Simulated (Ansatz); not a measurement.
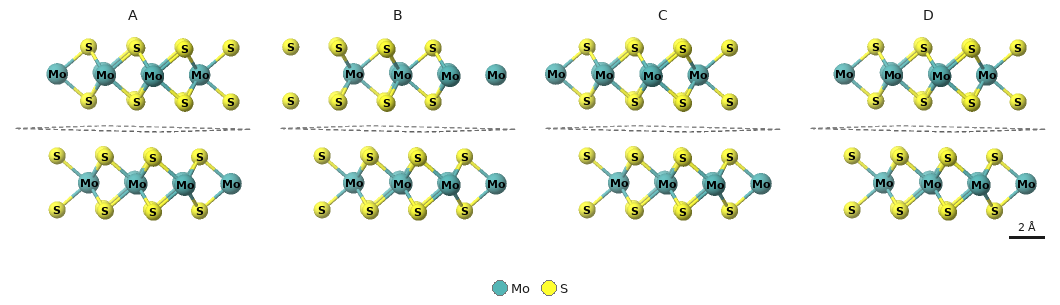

Frames of a one-coordinate scan of solid MoS$_{2}$ (P6_3/mmc). Style: ball-and-stick. Shown: the layers on both sides of the dashed plane, from the side, nearly along that plane.

These are results of Ansatz 0.2.0, DFT PBEsol, scalar-relativistic, plane waves, PAW, not measurements. (plane-wave cutoff 420 eV; k-point mesh 10 × 10 × 2; occupations gaussian; smearing width 0.05 eV; no spin polarisation). Energies (free energies at the smearing named) are counted from the relaxed crystal.

What is being scanned?

The crystal above a cut along the (0 0 1) plane of the conventional cell (between a plane of S below and one of S above, 3.17 Å apart) is slid rigidly by fractions of an in-plane lattice vector 5.44 Å long (a generalised stacking fault). In the frames the slip is 0.00 (A), 0.333 (B), 0.667 (C), 0.917 (D). One cut stands in each cell, which starts 12.6 Å high; nothing is relaxed, and the dashed outline marks the cut. Their energies are 0.0 mJ/m², 30.5 mJ/m², 190.4 mJ/m², 20.8 mJ/m².
